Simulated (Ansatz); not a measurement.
Band-structure calculation, with input and output: C

C (4 atoms in the cell), computed with DFT, PBE, all-electron PAW with datasets made for the crystal, scalar-relativistic, no spin polarisation (Ansatz 0.2.0).

The structure derives from an entry of the Crystallography Open Database. It belongs to a series of runs on one base structure; here: datasets made for the crystal in place of LAPW.

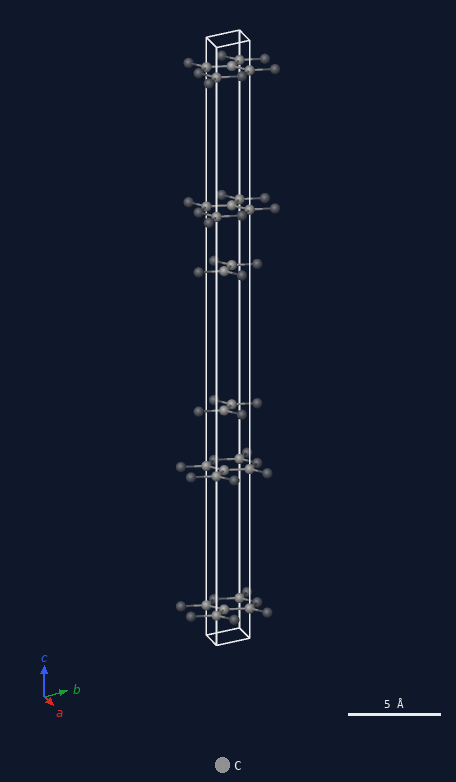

*The structure as given in the input (ball-and-stick view of the cell 3 times as large as that of the calculation, set on its symmetry axes, seen slightly off an axis; neighbours outside the cell are drawn fainter). An atom can appear more than once, as a periodic image.*

Near neighbours in the periodic cell (some may lie outside the picture): C has 3 C at 1.42 Å.

## The input
```yaml
crystal:
  lattice:
    - [1.2299994602, 0.7101405194, 11.15]
    - [-1.2299994602, 0.7101405194, 11.15]
    - [0.0, -1.4202810389, 11.15]
  atoms:
    - { symbol: C, position: [0.05, 0.05, 0.05] }
    - { symbol: C, position: [0.95, 0.95, 0.95] }
    - { symbol: C, position: [0.283, 0.283, 0.283] }
    - { symbol: C, position: [0.717, 0.717, 0.717] }
kpoints:
  mp_grid: { grid: [15, 15, 15] }
  band_path:
    path:
      - [0.0, 0.0, 0.0]
      - [0.5, 0.5, 0.5]
      - [0.8306290786, 0.1693709214, 0.5]
      - [0.5, -0.1693709214, 0.1693709214]
      - [0.5, 0.0, 0.0]
      - [0.0, 0.0, 0.0]
      - [0.3346854607, -0.3346854607, 0.0]
      - [0.6653145393, 0.0, 0.3346854607]
      - [0.5, 0.0, 0.5]
    npoints: 8
scf:
  occupations: { method: fermi_dirac, width: 0.08 }
hamiltonian:
  xc: pbe
  pseudopotentials: { kind: all_electron, datasets: crystal }
output:
  forces: true
  stress: true
  eigenvalues: true
  efg: { contact_densities: true }
```

Run as:
```bash
ansatz run input.yaml --threads 1 --pin off --max-ram 4096MiB --backend cpu --events-out ev --progress --plain --runs-dir out
```

## Log
```
basis.fft_grid_basis auto: the FFT boxes are laid along the combinations [[1, 0, -1], [0, 1, -1], [0, 0, 1]] of the cell's own vectors, 2.460, 2.460 and 11.240 Å long. The dense box has 20×20×90 points. Along the cell's own vectors, as sized, it would have 90×90×90, 20.25 times as many. Of the 12 symmetry operations that the crystal satisfies within crystal.symmetry.tolerance (time reversal apart; of a slab, those that keep its plane) the dense box along the cell's own vectors carries 12, and the one as laid loses 8 of those. basis.fft_grid_basis: typed keeps the cell's own vectors: state it where this run's energies or levels are differenced outside the engine with another run's, or held beside a run that keeps those vectors.
hamiltonian.pseudopotentials.datasets: crystal makes datasets for this crystal and solves the spheres of its atoms anew in each pass: cutoff 600.0 eV, the density's 2400.0 eV; recipe a7c035098863.33, for an error of 0.50 meV an atom under PBE, 2.0 meV for the cell; an energy difference from a run of another recipe may be off by several times the error for the cell, under r2SCAN by more, where some 0.1 meV an atom stays at smaller errors; C in spheres of 0.709 Å, 4 of its electrons in bands
band count auto-derived: 15 (N_el = 16.0; filled up to band 8; 12 by the electrons, moments and atoms)
Engine: ansatz 0.2.0, x86_64-unknown-linux-gnu
Pseudopotentials: kind: all_electron
Pseudopotential: C, paw, valence charge 4, recommended cutoff 600 eV (normal), crystal/all_electron/pbe/scalar/gaussian/C, Koelling and Harmon's equation, gaussian nucleus
Functional definition: PBE
  parameter kappa = 0.804
  parameter beta = 0.06672455060314922
  exchange = pbe_x(kappa = kappa, mu = beta*pi^2/3)
  correlation = pbe_c(beta = beta)
Crystal: 4 atoms, lattice volume = 58.435 Å³
Basis set: ecut = 600 eV, 1917 PW (Γ), FFT grids on a1−a3, a2−a3, a3, exchange–correlation on 40×40×180 points (8 copies of the dense FFT grid, shifted against one another)
Bands: 15, of which v1, the nominal top of the filled ones, is band 8 counted from 1 (7 counted from 0)
Symmetry: 12 space group operations
Space group: R-3m (ITA 166), of the structure as read, at distance tolerance 3.9e-5 Å
k-points: 344 of 3375
Non-local potential: C, projectors of the file, l = 0: 1, l = 1: 1
PAW form: soft (Blöchl's): semilocal exchange-correlation on the pseudo side does not see the compensation charge
PAW one-centre angular grid: C, 110 points (default); XC on its mesh's 1855 points in the sphere
Initial density: superposition of atomic densities (neutral atoms: chi_scale 0, normalization atom)
Initial wavefunctions: pseudopotential atomic-orbital guess
Functional: x = pbe(κ = 0.804, μ = 0.2195149727645171), c = pbe(β = 0.06672455060314922)
iter 1 solved again at ethr=3.41e-2 eV; its pass at ethr=1.00e-1 eV (dr2=5.45e0 eV) is discarded
SCF iter   1: F=—  HF=-4149.502768 eV  |F-HF|=—  |Δ(HF+E_count)|=         —  Δρ=1.06e-1  dr2=5.59e0  ethr=3.41e-2  ⟨swp⟩=2.5  Hψ=32541  notcnv=0
preconditioner: auto → LDOS  [metal: Δε(μ)=0.271 eV  Ē_g=18.445 eV  σ=0.080 eV  W_gap=0.47  n_scr=6 (ndim 8)  ℏωp=19.4 eV  f_vac=0.367  D(μ)=0.13/eV (n_scr^D=2)  β→1.0]
SCF iter   2: F=—  HF=-4147.770571 eV  |F-HF|=—  |Δ(HF+E_count)|=    1.73e0  Δρ=3.44e-2  dr2=7.63e-1  ethr=3.41e-2  ⟨swp⟩=4.7  Hψ=16815  notcnv=0  defer=87
SCF iter   3: F=—  HF=-4147.466864 eV  |F-HF|=—  |Δ(HF+E_count)|=   3.04e-1  Δρ=1.11e-2  dr2=8.10e-2  ethr=4.77e-3  ⟨swp⟩=4.2  Hψ=15740  notcnv=1  defer=100
iter 4 solved again at ethr=2.86e-5 eV; its pass at ethr=5.06e-4 eV (dr2=4.57e-3 eV) is discarded
SCF iter   4: F=—  HF=-4147.446568 eV  |F-HF|=—  |Δ(HF+E_count)|=   2.03e-2  Δρ=3.01e-3  dr2=4.82e-3  ethr=2.86e-5  ⟨swp⟩=2.2  Hψ=23438  notcnv=0  defer=27
SCF iter   5: F=—  HF=-4147.445555 eV  |F-HF|=—  |Δ(HF+E_count)|=   1.01e-3  Δρ=8.87e-4  dr2=4.12e-4  ethr=2.86e-5  ⟨swp⟩=3.0  Hψ=9853  notcnv=0  defer=14
SCF iter   6: F=—  HF=-4147.445450 eV  |F-HF|=—  |Δ(HF+E_count)|=   1.05e-4  Δρ=1.92e-4  dr2=2.51e-5  ethr=2.58e-6  ⟨swp⟩=2.0  Hψ=10948  notcnv=0  defer=13
SCF iter   7: F=—  HF=-4147.445428 eV  |F-HF|=—  |Δ(HF+E_count)|=   2.27e-5  Δρ=4.31e-5  dr2=2.20e-6  ethr=1.57e-7  ⟨swp⟩=3.6  Hψ=10509  notcnv=0  defer=5
SCF iter   8: F=—  HF=-4147.445428 eV  |F-HF|=—  |Δ(HF+E_count)|=   2.94e-7  Δρ=1.72e-5  dr2=1.27e-7  ethr=1.38e-8  ⟨swp⟩=3.0  Hψ=9075  notcnv=0  defer=2
SCF iter   9: F=-4147.445428 eV  HF=-4147.445428 eV  |F-HF|=1.15e-8  |Δ(HF+E_count)|=   2.60e-8  Δρ=2.15e-6  dr2=7.32e-9  ethr=7.92e-10  ⟨swp⟩=3.0  Hψ=9124  notcnv=0  defer=1
SCF 1 converged in 9 iterations: F = -4147.445421 eV  dr2 = 7.32e-9
  Residual-converged pass: ⟨swp⟩=4.0  Hψ=11793  notcnv=0  max |occ|·‖R‖ = 6.6e-6 eV (tolerance 6.7e-6 eV)  dr2=7.17e-9  dr2_onsite=7.51e-10  max |Δocc| = 6.5e-10
  greatest PAW one-centre occupation: 0.303 electrons in one spin orbital (limit 2), on the C atom at site 1 (counted from 0), in its partial waves of l = 0
```

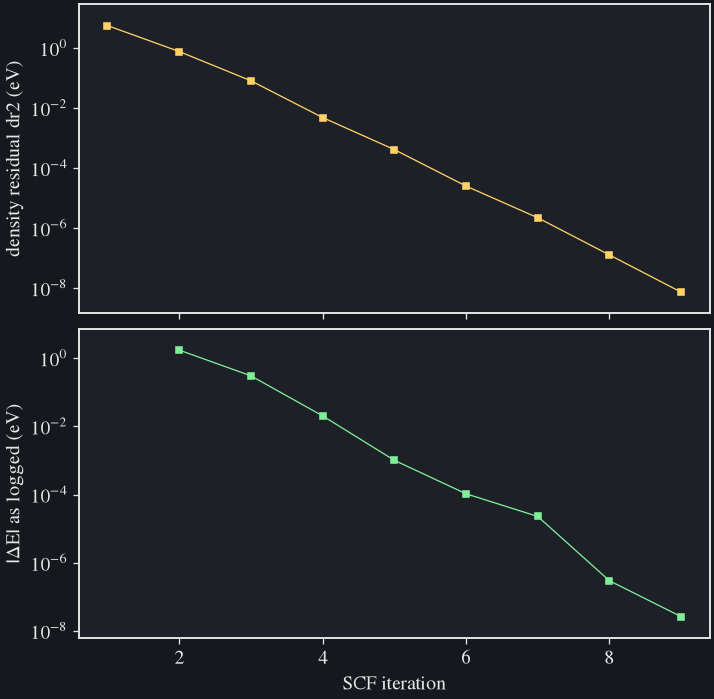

*Convergence of the self-consistent field: density residual dr2 and size of the energy change against the SCF iteration.*

The residual falls at every step.

```
NSCF: frozen V_eff on 65 k-points
SCF converged after 9 iterations
Free energy (F): -4147.445421 eV
Harris-Foulkes:  -4147.445421 eV  (|F-HF|=1.15e-8)
Internal energy: -4147.443244 eV  (E = F + TS)
E sigma→0 (E₀):  -4147.444332 eV
Entropy (-TS):   -0.002177 eV (-0.544 meV/atom)
Past the cutoff: the bands carry plane waves up to 1.75 times it, of which those up to 1.5 times it add -0.000227 eV an atom, each by itself; the spheres take 0.000174 eV an atom off the energy for waves past 1.75 times it
By the cutoff:   a pressure is off by up to 0.006 GPa (1.2 times the spheres' own share and the shells' term, over an atom's volume, and 0.004 GPa: a bound that held against runs at twice the plane waves)
Past the cutoffs: a stress includes 0.0010 GPa for waves and charges beyond them, in addition to the slope of what the spheres take
In the spheres:  the bands' charges fall short by 2.4e-7 e at most (sound up to 1e-3)
Fermi energy:    2.667105 eV
--- Per-component energies (eV) ---
  E_band       = -103.896666
  E_kinetic    = 375.812365
  E_local      = -2248.073245  (includes V_loc(G=0)·N_el)
  E_nonlocal   = 18.117605
  E_hartree    = 1009.538696
  E_xc         = -184.612026
  E_vxc        = -238.798751  (∫ρ·V_xc dr)
  E_paw        = -3822.758236  (= ΣΔE_a)
  E_vpaw       = -298.249267  (= ΣTr[D̂ρ^β])
  E_ewald      = 436.316071
  E_smearing   = -0.002177  (= −TS)
  E_closure    = 268.215525  (closes the sum)
  Σ components = -4147.445421   (vs F -4147.445421, Δ=0.00e0)
  The terms above E_closure are by the made datasets' own strengths, without shells solved beside the bands.
--- Forces (eV/Å), atoms counted from 1 ---
  atom   1  C      0.00000000    -0.00000000     0.23138253
  atom   2  C     -0.00000000     0.00000000    -0.23138253
  atom   3  C      0.00000000    -0.00000000     0.12109525
  atom   4  C     -0.00000000     0.00000000    -0.12109525
  max |Σ_I F_I| component: 3.70e-17 eV/Å
--- Stress (GPa, compression-positive) ---
        1.822912      -0.000000      -0.000000
       -0.000000       1.822912       0.000000
       -0.000000       0.000000       1.003344
  P = ⅓ Tr σ = 1.5497 GPa (15.497 kbar)
--- PAW observables at the nuclei: V_zz in 10²¹ V/m², potentials from the cell's mean, atoms counted from 1 ---
  atom   1  C  V_zz =    +2.624430   η = 0.0000   by run symmetry: allowed
            electrostatic potential = -408.265054 V   contact ρ = 867.216476 e/Å³
  atom   2  C  V_zz =    +2.624430   η = 0.0000   by run symmetry: allowed
            electrostatic potential = -408.265054 V   contact ρ = 867.216476 e/Å³
  atom   3  C  V_zz =    +2.536552   η = 0.0000   by run symmetry: allowed
            electrostatic potential = -408.282664 V   contact ρ = 867.189603 e/Å³
  atom   4  C  V_zz =    +2.536552   η = 0.0000   by run symmetry: allowed
            electrostatic potential = -408.282664 V   contact ρ = 867.189603 e/Å³
--- Band table (eV; the first three rows and the last of 344) ---
  k-point 0: bands = ["-16.9728", "-16.8232", "-5.4607", "-4.4898", "-0.3701", "-0.3701", "-0.3608", "-0.3608", "5.7470", "7.6147", "8.8891", "11.0312", "11.0312"]
  k-point 1: bands = ["-16.8669", "-16.7182", "-5.3328", "-4.3659", "-0.7977", "-0.7833", "-0.5952", "-0.5826", "5.8906", "7.7469", "9.0234", "11.0780", "11.1169"]
  k-point 2: bands = ["-16.5500", "-16.4042", "-4.9510", "-3.9965", "-1.9332", "-1.9078", "-1.1640", "-1.1462", "6.3216", "8.1432", "9.4245", "11.0837", "11.1656"]
  k-point 343: bands = ["-16.8669", "-16.7182", "-5.3323", "-4.3668", "-0.7977", "-0.7833", "-0.5952", "-0.5826", "6.2179", "6.8522", "10.4588", "11.0645", "11.1226"]
```

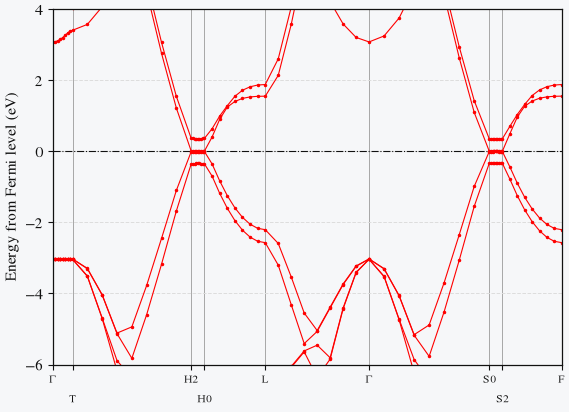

*Band structure along Γ–T–H2–H0–L–Γ–S0–S2–F, with energies from the Fermi level.*

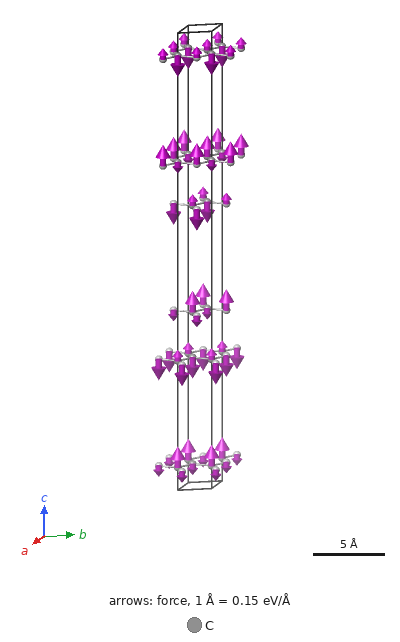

*Forces on the atoms as pink arrows (ball-and-stick view of the cell 3 times as large as that of the calculation, set on its symmetry axes, seen slightly off an axis; neighbours outside the cell are drawn fainter).*

The largest act on C1, C2 (0.23 eV/Å); C3, C4 (0.12 eV/Å). Atoms are counted from 1 in the order of the input and aren't labelled in the picture. The geometry is not a stationary point of this energy.

## Key numbers

- outcome: converged
- space group (tolerance 0.01 Å): R-3m (166)
- electrons in bands (core shells apart): 16
- free energy: −4147.4454 eV
- Fermi energy: 2.667 eV
- pressure: 1.55 GPa
- field gradient V_zz (10²¹ V/m²): C 2.62, C 2.62, C 2.54, C 2.54
- largest force (length of the vector): 0.231 eV/Å
- hardware: 1 thread of AMD EPYC (Zen 5), 32 GiB of memory available, shared host
- wall time: 33 s
- peak memory: 2 GiB
